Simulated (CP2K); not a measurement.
# Run report: BN, geometry relaxation (part 2 of 4)

Continued. System: BN (P6₃/mmc, 4 atoms in the cell). Method: DFT, PBE, Gaussian and plane waves, basis DZVP-MOLOPT-SR-GTH, GTH potentials (CP2K 2026.2); 9×9×5 k-mesh. The structure derives from an entry of the Crystallography Open Database. The geometry comes from this level: r2scan-rvv10.

Geometry of the input (Å; fractional positions):
```
2.5006  0.0000  0.0000
-1.2503  2.1656  0.0000
0.0000  0.0000  6.5236
B  0.3333  0.6667  0.2500
B  0.6667  0.3333  0.7500
N  0.3333  0.6667  0.7500
N  0.6667  0.3333  0.2500
```

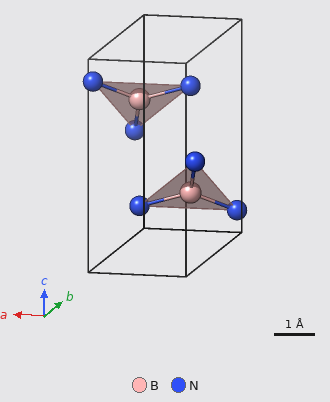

**Figure 1.** The structure as given in the input (polyhedral view of the cell of the calculation, seen at an oblique angle; polyhedra are completed across the faces of the cell).

### What the program printed, continued
```
  ------------------------------------------------------------------------------
     1 Broy./Diag. 0.30E+00    1.3     1.35248037       -25.8395450237 -2.58E+01
     2 Broy./Diag. 0.30E+00    1.6     0.24201080       -23.1027915338  2.74E+00
     3 Broy./Diag. 0.30E+00    1.6     0.11423573       -24.9259730975 -1.82E+00
     4 Broy./Diag. 0.30E+00    1.7     0.09312690       -25.6972138647 -7.71E-01
     5 Broy./Diag. 0.30E+00    1.6     0.00278318       -25.7747114980 -7.75E-02
     6 Broy./Diag. 0.30E+00    1.5     0.00287322       -25.7499293209  2.48E-02
     7 Broy./Diag. 0.30E+00    1.7     0.00009744       -25.7485773694  1.35E-03
     8 Broy./Diag. 0.30E+00    1.6     0.00015857       -25.7485523034  2.51E-05
     9 Broy./Diag. 0.30E+00    1.5     0.00002522       -25.7487838030 -2.31E-04
    10 Broy./Diag. 0.30E+00    1.5     0.00000347       -25.7488066752 -2.29E-05
    11 Broy./Diag. 0.30E+00    1.5     0.00000053       -25.7488072552 -5.80E-07

  *** SCF run converged in    11 steps ***

  Electronic density on regular grids:        -15.9999999991        0.0000000009
  Core density on regular grids:               15.9999999984       -0.0000000016
  Total charge density on r-space grids:       -0.0000000007
  Total charge density g-space grids:          -0.0000000007

  Overlap energy of the core charge distribution:               0.00000212057275
  Self energy of the core charge distribution:                -61.82011564688084
  Core Hamiltonian energy:                                     19.04633618485622
  Hartree energy:                                              24.40177042982377
  Exchange-correlation energy:                                 -7.37680034361982
  Electronic entropic energy:                                  -0.00000000000000
  Fermi energy:                                                 0.22662915376693

  Total energy:                                               -25.74880725524793
  Total energy (extrapolated to T->0):                        -25.74880725524793

 ENERGY| Total FORCE_EVAL ( QS ) energy [hartree]            -25.748805758486842

 FORCES| Atomic forces [hartree/bohr]
 FORCES|   Atom     x               y               z               |f|
 FORCES|      1 -3.36470459E-04  1.94773778E-04 -1.02795975E-08   3.88779107E-04
 FORCES|      2  3.36470468E-04 -1.94773762E-04  1.02795992E-08   3.88779107E-04
 FORCES|      3 -3.40932137E-04  1.97439441E-04  6.89921274E-08   3.93975963E-04
 FORCES|      4  3.40932401E-04 -1.97438984E-04 -6.89921336E-08   3.93975963E-04
 FORCES| Sum     2.73234344E-10  4.72525546E-10 -4.44450447E-15
 FORCES| Total atomic force                                       5.45836421E-10

 STRESS| Analytical stress tensor [bar]
 STRESS|                        x                   y                   z
 STRESS|      x        3.75778420548E+04  -5.21346591274E+03   1.27335419316E-05
 STRESS|      y       -5.21346591274E+03   3.15671373886E+04  -7.40063769943E-06
 STRESS|      z        1.27335419316E-05  -7.40063769943E-06   3.66076531095E+04
 STRESS| 1/3 Trace                                             3.52508775177E+04
 STRESS| Determinant                                           4.24299054407E+13

 STRESS| Eigenvectors and eigenvalues of the analytical stress tensor [bar]
 STRESS|                        1                   2                   3
 STRESS| Eigenvalues   2.85548182892E+04   3.66076531095E+04   4.05901611542E+04
 STRESS|      x           0.500289345768     -0.000000003204      0.865858285466
 STRESS|      y           0.865858285466      0.000000001846     -0.500289345768
 STRESS|      z           0.000000000005      1.000000000000      0.000000003698

 SPGR STRESS| Symmetrized stress tensor [GPa]
 SPGR STRESS|                        x                   y                   z
 SPGR STRESS|      x        3.45549339899E+00   4.69678566494E-03  -4.88206753747E-26
 SPGR STRESS|      y        4.69678566494E-03   3.46090826485E+00  -7.73636173726E-26
 SPGR STRESS|      z       -4.88206753747E-26  -7.73636173726E-26   3.66076531095E+00
 SPGR STRESS| 1/3 Trace                                             3.52572232493E+00
 SPGR STRESS| Determinant                                           4.37795448386E+01

 SPGR STRESS| Eigenvectors and eigenvalues of the symmetrized stress tensor [GPa]
 SPGR STRESS|                        1                   2                   3
 SPGR STRESS| Eigenvalues   3.45277957850E+00   3.46362208534E+00   3.66076531095E+00
 SPGR STRESS|      x           0.865855322077      0.500294474515     -0.000000000000
 SPGR STRESS|      y          -0.500294474515      0.865855322077     -0.000000000000
 SPGR STRESS|      z           0.000000000000      0.000000000000      1.000000000000

 OPT| **************************************************************************
 OPT| Step number                                                              1
 OPT| Optimization method                                                   BFGS
 OPT| Total energy [hartree]                                      -25.7488057585
 OPT| Internal pressure [bar]                                   35257.2232493068
 OPT| Effective energy change [hartree]                            -0.0002239087
 OPT| Predicted energy change [hartree]                            -0.0001477902
 OPT| Scaling factor                                                0.0000000000
 OPT| Step size                                                     0.0128660130
 OPT| Trust radius                                                  0.4724315332
 OPT| Decrease in energy                                                     YES
 OPT| Used time [s]                                                       19.130
 OPT|
 OPT| Maximum step size                                             0.0128660130
 OPT| Convergence limit for maximum step size                       0.0030000000
 OPT| Maximum step size is converged                                          NO
 OPT|
 OPT| RMS step size                                                 0.0040522999
 OPT| Convergence limit for RMS step size                           0.0015000000
 OPT| RMS step size is converged                                              NO
 OPT|
 OPT| Maximum gradient                                              0.0068702038
 OPT| Convergence limit for maximum gradient                        0.0003000000
 OPT| Maximum gradient is converged                                           NO
 OPT|
 OPT| RMS gradient                                                  0.0022167688
 OPT| Convergence limit for RMS gradient                            0.0003000000
 OPT| RMS gradient is converged                                               NO
 OPT|
 OPT| Pressure deviation [bar]                                  35257.2232493068
 OPT| Pressure tolerance [bar]                                    300.0000000000
 OPT| Pressure is converged                                                   NO
 OPT| **************************************************************************
 OPT| Estimated peak process memory after this step [MiB]                    342

 --------------------------
 OPTIMIZATION STEP:      2
 --------------------------

 CELL| Volume [angstrom^3]:                                            35.775945
 CELL| Vector a [angstrom]:       2.513     0.000     0.000   |a| =     2.513490
 CELL| Vector b [angstrom]:      -1.250     2.180     0.000   |b| =     2.513495
 CELL| Vector c [angstrom]:       0.000     0.000     6.528   |c| =     6.527751
 CELL| Angle (b,c), alpha [degree]:                                    90.000000
 CELL| Angle (a,c), beta  [degree]:                                    90.000000
 CELL| Angle (a,b), gamma [degree]:                                   119.829920
 CELL| Numerically orthorhombic:                                              NO
 CELL| Periodicity                                                           XYZ

 Extrapolation method: initial_guess

 Number of electrons:                                                         16
 Number of occupied orbitals:                                                  8
 Number of molecular orbitals:                                                18

 Number of orbital functions:                                                 52
 Number of independent orbital functions:                                     52

 SCF WAVEFUNCTION OPTIMIZATION

  ------------------------------------------------------------------------------
     1 Broy./Diag. 0.30E+00    1.2     1.35901792       -25.8315066832 -2.58E+01
     2 Broy./Diag. 0.30E+00    1.5     0.24192901       -23.1260656310  2.71E+00
     3 Broy./Diag. 0.30E+00    1.6     0.11255200       -24.9379158298 -1.81E+00
     4 Broy./Diag. 0.30E+00    1.6     0.09089875       -25.6978389900 -7.60E-01
     5 Broy./Diag. 0.30E+00    1.5     0.00256846       -25.7747267194 -7.69E-02
     6 Broy./Diag. 0.30E+00    1.5     0.00291249       -25.7500973273  2.46E-02
     7 Broy./Diag. 0.30E+00    1.5     0.00009810       -25.7486850569  1.41E-03
     8 Broy./Diag. 0.30E+00    1.5     0.00015444       -25.7486396090  4.54E-05
     9 Broy./Diag. 0.30E+00    1.5     0.00002469       -25.7488719322 -2.32E-04
    10 Broy./Diag. 0.30E+00    1.5     0.00000376       -25.7488948255 -2.29E-05
    11 Broy./Diag. 0.30E+00    1.6     0.00000046       -25.7488954538 -6.28E-07

  *** SCF run converged in    11 steps ***

  Electronic density on regular grids:        -15.9999999991        0.0000000009
  Core density on regular grids:               15.9999999984       -0.0000000016
  Total charge density on r-space grids:       -0.0000000007
  Total charge density g-space grids:          -0.0000000007

  Overlap energy of the core charge distribution:               0.00000191629969
  Self energy of the core charge distribution:                -61.82011564688084
  Core Hamiltonian energy:                                     19.00149241419001
  Hartree energy:                                              24.43430198872021
  Exchange-correlation energy:                                 -7.36457612617256
  Electronic entropic energy:                                  -0.00000000000000
  Fermi energy:                                                 0.22287734138884

  Total energy:                                               -25.74889545384349
  Total energy (extrapolated to T->0):                        -25.74889545384349

 ENERGY| Total FORCE_EVAL ( QS ) energy [hartree]            -25.748894360038083

 FORCES| Atomic forces [hartree/bohr]
 FORCES|   Atom     x               y               z               |f|
 FORCES|      1 -6.94110998E-04  4.02726103E-04 -1.04911609E-08   8.02482642E-04
 FORCES|      2  6.94111007E-04 -4.02726087E-04  1.04911595E-08   8.02482642E-04
 FORCES|      3 -7.03867994E-04  4.08460234E-04  6.98459625E-08   8.13799681E-04
 FORCES|      4  7.03868269E-04 -4.08459759E-04 -6.98459450E-08   8.13799680E-04
 FORCES| Sum     2.84311200E-10  4.90764264E-10  1.60768625E-14
 FORCES| Total atomic force                                       5.67170541E-10

 STRESS| Analytical stress tensor [bar]
 STRESS|                        x                   y                   z
 STRESS|      x        5.91047418828E+03  -1.11890175663E+04   2.54763361494E-05
 STRESS|      y       -1.11890175663E+04  -6.94378622317E+03  -1.48000061352E-05
 STRESS|      z        2.54763361494E-05  -1.48000061352E-05   3.61224641605E+04
 STRESS| 1/3 Trace                                             1.16963840419E+04
 STRESS| Determinant                                          -6.00482445241E+12

 STRESS| Eigenvectors and eigenvalues of the analytical stress tensor [bar]
 STRESS|                        1                   2                   3
 STRESS| Eigenvalues  -1.34202259413E+04   1.23869139064E+04   3.61224641605E+04
 STRESS|      x           0.500954435378      0.865473658568      0.000000001074
 STRESS|      y           0.865473658568     -0.500954435378     -0.000000000623
 STRESS|      z           0.000000000001     -0.000000001241      1.000000000000

 SPGR STRESS| Symmetrized stress tensor [GPa]
 SPGR STRESS|                        x                   y                   z
 SPGR STRESS|      x       -4.71664360339E-02  -1.40308442910E-04   2.20370795103E-19
 SPGR STRESS|      y       -1.40308442910E-04  -4.73276251887E-02   1.00992064451E-18
 SPGR STRESS|      z        2.20370795103E-19   1.00992064451E-18   3.61224641605E+00
 SPGR STRESS| 1/3 Trace                                             1.17258411827E+00
 SPGR STRESS| Determinant                                           8.06345772295E-03

 SPGR STRESS| Eigenvectors and eigenvalues of the symmetrized stress tensor [GPa]
 SPGR STRESS|                        1                   2                   3
 SPGR STRESS| Eigenvalues  -4.74088389703E-02  -4.70852222522E-02   3.61224641605E+00
 SPGR STRESS|      x           0.500955780307      0.865472880093      0.000000000000
 SPGR STRESS|      y           0.865472880093     -0.500955780307      0.000000000000
 SPGR STRESS|      z          -0.000000000000      0.000000000000      1.000000000000

 OPT| **************************************************************************
 OPT| Step number                                                              2
 OPT| Optimization method                                                   BFGS
 OPT| Total energy [hartree]                                      -25.7488943600
 OPT| Internal pressure [bar]                                   11725.8411827419
 OPT| Effective energy change [hartree]                            -0.0000886016
 OPT| Predicted energy change [hartree]                            -0.0000984278
 OPT| Scaling factor                                                0.0000000000
 OPT| Step size                                                     0.0152978057
 OPT| Trust radius                                                  0.4724315332
 OPT| Decrease in energy                                                     YES
 OPT| Used time [s]                                                       18.472
 OPT|
 OPT| Maximum step size                                             0.0152978057
 OPT| Convergence limit for maximum step size                       0.0030000000
 OPT| Maximum step size is converged                                          NO
 OPT|
 OPT| RMS step size                                                 0.0049335087
 OPT| Convergence limit for RMS step size                           0.0015000000
 OPT| RMS step size is converged                                              NO
 OPT|
 OPT| Maximum gradient                                              0.0024029519
 OPT| Convergence limit for maximum gradient                        0.0003000000
 OPT| Maximum gradient is converged                                           NO
 OPT|
 OPT| RMS gradient                                                  0.0005671432
 OPT| Convergence limit for RMS gradient                            0.0003000000
 OPT| RMS gradient is converged
[...]
radient                                              0.0001348586
 OPT| Convergence limit for maximum gradient                        0.0003000000
 OPT| Maximum gradient is converged                                          YES
 OPT|
 OPT| RMS gradient                                                  0.0000420480
 OPT| Convergence limit for RMS gradient                            0.0003000000
 OPT| RMS gradient is converged                                              YES
 OPT|
 OPT| Pressure deviation [bar]                                    355.8222626250
 OPT| Pressure tolerance [bar]                                    300.0000000000
 OPT| Pressure is converged                                                   NO
 OPT| **************************************************************************
 OPT| Estimated peak process memory after this step [MiB]                    346

 --------------------------
 OPTIMIZATION STEP:     14
 --------------------------

 CELL| Volume [angstrom^3]:                                            43.903621
 CELL| Vector a [angstrom]:       2.513     0.000     0.000   |a| =     2.513166
 CELL| Vector b [angstrom]:      -1.251     2.180     0.000   |b| =     2.513690
 CELL| Vector c [angstrom]:       0.000    -0.000     8.013   |c| =     8.013162
 CELL| Angle (b,c), alpha [degree]:                                    90.000000
 CELL| Angle (a,c), beta  [degree]:                                    90.000000
 CELL| Angle (a,b), gamma [degree]:                                   119.854992
 CELL| Numerically orthorhombic:                                              NO
 CELL| Periodicity                                                           XYZ

 Extrapolation method: initial_guess

 Number of electrons:                                                         16
 Number of occupied orbitals:                                                  8
 Number of molecular orbitals:                                                18

 Number of orbital functions:                                                 52
 Number of independent orbital functions:                                     52

 SCF WAVEFUNCTION OPTIMIZATION

  ------------------------------------------------------------------------------
     1 Broy./Diag. 0.30E+00    1.1     1.36754151       -25.8030354322 -2.58E+01
     2 Broy./Diag. 0.30E+00    1.4     0.24825356       -23.0609788662  2.74E+00
     3 Broy./Diag. 0.30E+00    1.3     0.11722467       -24.8963525821 -1.84E+00
     4 Broy./Diag. 0.30E+00    1.4     0.09108963       -25.6765042132 -7.80E-01
     5 Broy./Diag. 0.30E+00    1.3     0.00382022       -25.7700152330 -9.35E-02
     6 Broy./Diag. 0.30E+00    1.3     0.00299665       -25.7483685035  2.16E-02
     7 Broy./Diag. 0.30E+00    1.4     0.00016086       -25.7495392365 -1.17E-03
     8 Broy./Diag. 0.30E+00    1.4     0.00028825       -25.7502738965 -7.35E-04
     9 Broy./Diag. 0.30E+00    1.3     0.00002015       -25.7508680247 -5.94E-04
    10 Broy./Diag. 0.30E+00    1.3     0.00000383       -25.7508956019 -2.76E-05
    11 Broy./Diag. 0.30E+00    1.4     0.00000087       -25.7508963905 -7.89E-07

  *** SCF run converged in    11 steps ***

  Electronic density on regular grids:        -15.9999999991        0.0000000009
  Core density on regular grids:               15.9999999984       -0.0000000016
  Total charge density on r-space grids:       -0.0000000006
  Total charge density g-space grids:          -0.0000000006
```
